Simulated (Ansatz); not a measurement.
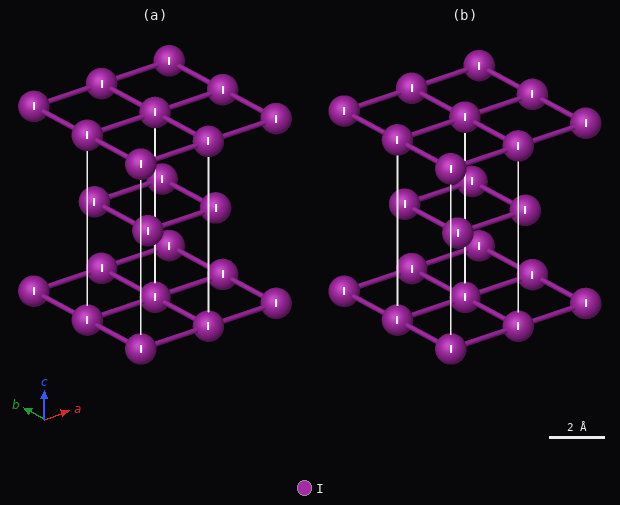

Left: crystalline I (set up in Fmmm). Right: the same structure after one change, at the same scale. Style: ball-and-stick. Shown: the larger cell on standard axes (2 times the calculation's cell), repeated 2 × 2 × 1 with one cell outlined, from a free direction.

Computed with Ansatz, DFT PBEsol, scalar-relativistic, plane waves, PAW. (plane-wave cutoff 420 eV; k-point mesh 14 × 14 × 14; occupations gaussian; smearing width 0.1 eV; no spin polarisation)

Question: Which change leads from the left to the right?

Answer: The volume is changed by −3.0 %. The cell's shape and the atoms are relaxed at that volume.

Question: And its effect?

Answer: The energy rises by 1.1 meV per atom. Pressure: 0.0 GPa before, 0.3 GPa after. The volume changes by −3.0 %, with a = b 3.173 → 3.164 Å (−0.3 %), c 7.536 → 7.353 Å (−2.4 %). The atoms keep their places relative to the cell (all moves are under 0.005 Å). Near-neighbour distances before and after: I–I 3.173 → 3.164 Å. The space group stays Fmmm (No. 69).

Limits of the set-up: an odd number of electrons was run without spin polarisation, which fails if the electron would localise; layers or molecules are held without a dispersion correction, so their spacing is unreliable.
